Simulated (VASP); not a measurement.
# O on Co(0001): binding against coverage, part 3 of 12

Aim: adsorption energy and work function of O on Co(0001) from low coverage to a full layer.

VASP 6.6.1, plane waves and PAW; the level of theory is named at each step.

Still holding for the runs below: The magnetic state follows from one typed start and may not be the lowest.

So far. Step 3 (The bulk reference, job self-consistent run, k-mesh …): The run ends at a pressure of -0.12 GPa. Step 4 (Surface relaxation, cell 1 x 1, k-mesh 12×12×1): The run ended after 5 ionic steps, 0.019 eV below its first step, once the forces on the free atoms met EDIFFG = -0.03.

## (5) The vacuum level, cell 1 x 1, k-mesh 12×12×1

Level of this step: PBE, spin-polarised from a ferromagnetic start; plane waves and PAW (Co) (VASP).

A static run writes the electrostatic potential without exchange and correlation (LVHAR), which is flat in the vacuum and gives the level to count from. The dipole correction cancels the field that unlike faces would set up across the vacuum.

File INCAR:

```
SYSTEM = Co
PREC = Normal
ENCUT = 440
EDIFF = 1E-06
NELM = 120
ISMEAR = 1
SIGMA = 0.15
LREAL = .FALSE.
ALGO = Fast
GGA = PE
NBANDS = 31
ISPIN = 2
MAGMOM = 2 2 2 2
LASPH = .TRUE.
LMAXMIX = 4
LORBIT = 11
LWAVE = .FALSE.
LCHARG = .FALSE.
KPAR = 8
IDIPOL = 3
LDIPOL = .TRUE.
DIPOL = 0.5 0.5 0.5
LVHAR = .TRUE.
LVACPOTAV = .TRUE.
```

File POSCAR:

```
Co
1.0
    2.4892217852      0.0000000000      0.0000000000
    1.2446108926      2.1557293016      0.0000000000
    0.0000000000      0.0000000000     21.0421269460
Co
4
Selective dynamics
Direct
    0.6666666700      0.6666666700      0.3564278500  F F F
    0.0000000000      0.0000000000      0.4521426200  F F F
    0.6666666700      0.6666666700      0.5499670084  T T T
    0.0000000000      0.0000000000      0.6422816307  T T T
```

File KPOINTS:

```
Automatic mesh
0
Gamma
12 12 1
0 0 0
```

The projector-augmented-wave data sets are Co (PBE family, release 64).

Started as:

```console
mpirun -np 8 vasp_std
```

The program printed:

```text
[... set-up lines as in an earlier step ...]
 entering main loop
       N       E                     dE             d eps       ncg     rms          rms(c)
DAV:   1     0.239624961169E+03    0.23962E+03   -0.14467E+04  2356   0.109E+03
DAV:   2    -0.162523755009E+02   -0.25588E+03   -0.23657E+03  2391   0.261E+02
DAV:   3    -0.304436545438E+02   -0.14191E+02   -0.13722E+02  2706   0.892E+01
DAV:   4    -0.306312109247E+02   -0.18756E+00   -0.18747E+00  2640   0.112E+01
DAV:   5    -0.306377051129E+02   -0.64942E-02   -0.64940E-02  3638   0.136E+00    0.204E+01
RMM:   6    -0.373476416336E+02   -0.67099E+01   -0.36493E+01  2689   0.575E+01    0.400E+01
RMM:   7    -0.344041622010E+02    0.29435E+01   -0.99270E+00  2713   0.268E+01    0.370E+01
RMM:   8    -0.572606649582E+02   -0.22857E+02   -0.44720E+00  2839   0.187E+01    0.572E+01
RMM:   9    -0.278879780008E+02    0.29373E+02   -0.18550E+00  2740   0.124E+01    0.227E+01
RMM:  10    -0.307616838802E+02   -0.28737E+01   -0.43253E+00  2880   0.177E+01    0.331E+01
RMM:  11    -0.259117344539E+02    0.48499E+01   -0.22630E+00  2834   0.139E+01    0.162E+01
RMM:  12    -0.255100051513E+02    0.40173E+00   -0.66359E-01  2820   0.589E+00    0.575E+00
RMM:  13    -0.256711678621E+02   -0.16116E+00   -0.17422E-01  2710   0.335E+00    0.399E+00
RMM:  14    -0.259024798680E+02   -0.23131E+00   -0.34447E-01  2955   0.294E+00    0.247E+00
RMM:  15    -0.261653488720E+02   -0.26287E+00   -0.32451E-01  2992   0.253E+00    0.181E+00
RMM:  16    -0.263244880934E+02   -0.15914E+00   -0.14807E-01  2905   0.143E+00    0.136E+00
RMM:  17    -0.264302088082E+02   -0.10572E+00   -0.36643E-02  2880   0.951E-01    0.114E+00
RMM:  18    -0.265198525808E+02   -0.89644E-01   -0.27977E-02  2908   0.724E-01    0.677E-01
RMM:  19    -0.265936385595E+02   -0.73786E-01   -0.19397E-02  2931   0.567E-01    0.286E-01
RMM:  20    -0.266356628935E+02   -0.42024E-01   -0.78613E-03  2908   0.340E-01    0.292E-01
RMM:  21    -0.266644530634E+02   -0.28790E-01   -0.73847E-03  2950   0.292E-01    0.258E-01
RMM:  22    -0.266794315366E+02   -0.14978E-01   -0.37544E-03  2952   0.247E-01    0.182E-01
RMM:  23    -0.266874798834E+02   -0.80483E-02   -0.12391E-03  2912   0.148E-01    0.130E-01
RMM:  24    -0.266933524393E+02   -0.58726E-02   -0.44777E-04  2925   0.883E-02    0.930E-02
RMM:  25    -0.266992357368E+02   -0.58833E-02   -0.47435E-04  2949   0.877E-02    0.723E-02
RMM:  26    -0.267042915595E+02   -0.50558E-02   -0.31684E-04  2974   0.608E-02    0.363E-02
RMM:  27    -0.267065543432E+02   -0.22628E-02   -0.74493E-05  2905   0.384E-02    0.299E-02
RMM:  28    -0.267081121083E+02   -0.15578E-02   -0.39827E-05  2915   0.289E-02    0.170E-02
RMM:  29    -0.267088152623E+02   -0.70315E-03   -0.36111E-05  2829   0.212E-02    0.149E-02
RMM:  30    -0.267091184094E+02   -0.30315E-03   -0.10643E-05  2480   0.135E-02    0.106E-02
RMM:  31    -0.267093166055E+02   -0.19820E-03   -0.69971E-06  2313   0.891E-03    0.961E-03
RMM:  32    -0.267094132521E+02   -0.96647E-04   -0.35460E-06  2230   0.619E-03    0.845E-03
RMM:  33    -0.267094261153E+02   -0.12863E-04   -0.99620E-07  2073   0.434E-03    0.668E-03
RMM:  34    -0.267094334023E+02   -0.72871E-05   -0.83152E-07  1996   0.350E-03    0.574E-03
RMM:  35    -0.267094344596E+02   -0.10573E-05   -0.21547E-07  1920   0.242E-03    0.403E-03
RMM:  36    -0.267094349797E+02   -0.52006E-06   -0.12132E-07  1741   0.173E-03
 -----------------------------------------------------------------------------
|                                                                             |
|           W    W    AA    RRRRR   N    N  II  N    N   GGGG   !!!           |
|           W    W   A  A   R    R  NN   N  II  NN   N  G    G  !!!           |
|           W    W  A    A  R    R  N N  N  II  N N  N  G       !!!           |
|           W WW W  AAAAAA  RRRRR   N  N N  II  N  N N  G  GGG   !            |
|           WW  WW  A    A  R   R   N   NN  II  N   NN  G    G                |
|           W    W  A    A  R    R  N    N  II  N    N   GGGG   !!!           |
|                                                                             |
|     Did not find any points to average over, which means that no vacuum     |
|     field-free region was found. Please increase the size of  your cell     |
|     in the dimension of the dipole correction to obtain accurate            |
|     workfunction values.                                                    |
|                                                                             |
 -----------------------------------------------------------------------------

   1 F= -.26709435E+02 E0= -.26710555E+02  d E =0.336053E-02  mag=     6.7952
```

Wall time 20 s (8 MPI ranks of AMD EPYC 9R45, shared host); peak memory 1.7 GiB; 2.3 min of CPU time.

From OUTCAR (step 5):

```text
   NELECT =      36.0000    total number of electrons

 dipolmoment           0.000000      0.000000     -0.001873 electrons x Angstroem

 E-fermi :   1.0215

 spin component 1
 k-point     1 :       0.0000    0.0000    0.0000
  band No.  band energies     occupation
    ...
     20      -0.0505      1.00000
     21      -0.0505      1.00000
     22       0.0621      1.00000
     23       0.0621      1.00000
     24       0.1981      1.00000
     25       1.1945     -0.03459
     26       5.6964      0.00000
     27       5.7714      0.00000
     28       7.1286      0.00000
     29       8.0064      0.00000
    ...

 k-point     2 :       0.0833    0.0000    0.0000
  band No.  band energies     occupation
    ...
     20      -0.4187      1.00000
     21      -0.1823      1.00000
     22      -0.0514      1.00000
     23       0.0796      1.00000
     24       0.8670      1.02802
     25       1.9356     -0.00000
     26       5.9232      0.00000
     27       5.9809      0.00000
     28       7.3565      0.00000
     29       8.1796      0.00000
    ...

  Total       -1.4352198     -1.4352198     -0.7881266      0.0000000     -0.0000000      0.0000000
  in kB      -20.3648648    -20.3648648    -11.1830201      0.0000000     -0.0000000      0.0000000
  external PRESSURE =     -17.3042499 kB  Pullay stress =       0.0000000 kB

 POSITION                                       TOTAL-FORCE (eV/Angst)
 -----------------------------------------------------------------------------------
      2.48922      1.43715      7.50000        -0.000000     -0.000000      0.413993
      0.00000      0.00000      9.51404         0.000000      0.000000     -0.450152
      2.48922      1.43715     11.57248        -0.000000     -0.000000      0.018166
      0.00000      0.00000     13.51497         0.000000      0.000000      0.017993
 -----------------------------------------------------------------------------------
    total drift:                                0.000000      0.000000     -0.006297

  FREE ENERGIE OF THE ION-ELECTRON SYSTEM (eV)
  ---------------------------------------------------
  free  energy   TOTEN  =       -26.7094349797 eV

  energy  without entropy=      -26.7127955067  energy(sigma->0) =      -26.71055516

 vacuum level on the upper side and lower side of the slab         5.934         5.994

[... 7 parts as in an earlier step ...]

[... 16 further parts left out ...]
```

This step gave:

```
electronic cycles                                 : 36
Fermi energy                                      : 1.022 eV
moment of the cell, from the last line of the log : 6.8 μB
dipole moment                                     : 0, 0, -0.001873 e·Å
vacuum levels                                     : 5.934, 5.994 eV
work functions of the upper and lower face        : 4.912, 4.973 eV
```

The planar average of the electrostatic potential oscillates, so the rows of the table below give means over windows of 1 Å about each position, cut where the curve ends. Its maxima inside the range that stand out by 2 % of the span (Å: eV): 8.5: -0.883, 10.5: -0.571, 12.6: -1.53. Its minima: 7.5: -22.3, 9.5: -22.3, 11.6: -22.3, 13.5: -22.2.

Zero at the Fermi level. Planar average of the electrostatic potential against height; means over each step:

```csv
height (Å),planar average of the electrostatic potential (eV)
0,4.97
1,4.98
2,4.98
3,4.98
4,4.97
5,4.86
6,3.56
7,-10.0
8,-10.4
9,-10.2
10,-10.7
11,-8.85
12,-12.1
13,-10.3
14,-10.4
15,3.47
16,4.80
17,4.91
18,4.92
19,4.92
20,4.92
```

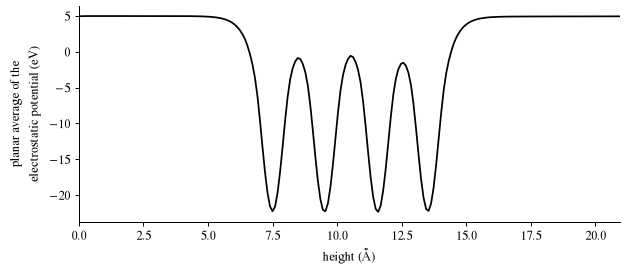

Planar average of the electrostatic potential, plotted against height.

Force by atom:

```csv
atom,x (eV/Å),y (eV/Å),z (eV/Å),size
Co1,0.000,0.000,0.414,0.414
Co2,0.000,0.000,-0.450,0.450
Co3,0.000,0.000,0.018,0.018
Co4,0.000,0.000,0.018,0.018
```

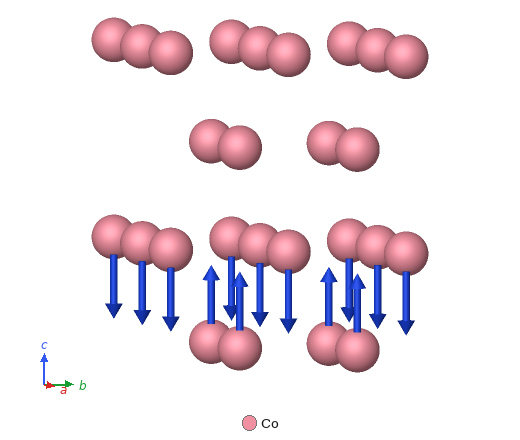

Force as arrows, the longest 0.450 eV/Å. 2×2×1 cells are drawn. Some periodic images of atoms are drawn too.

The vacuum level lies 4.91 eV above the Fermi level at the upper face; the two faces differ by 0.06 eV, the step that the slab's dipole of -0.002 e·Å makes.

The program found no field-free point at its default tolerance, but its printed level agrees with the flat part of the planar average.

(Part 3 of 12 ends here.)

[Lines on the potential files, build, host, timing and source positions are cut from VASP's logs without a mark.]

[Logs are printed without paths, hosts, clocks, repeated set-up lines and the standing remarks that a program may print on its own settings, such as how far it seeks lower states.]

[Hosts, paths, dates, database ids (printed as entryN), source tags and the programs' standing remarks are cut or masked in the printed files.]

[Runs that stopped without an error message from VASP are left out.]
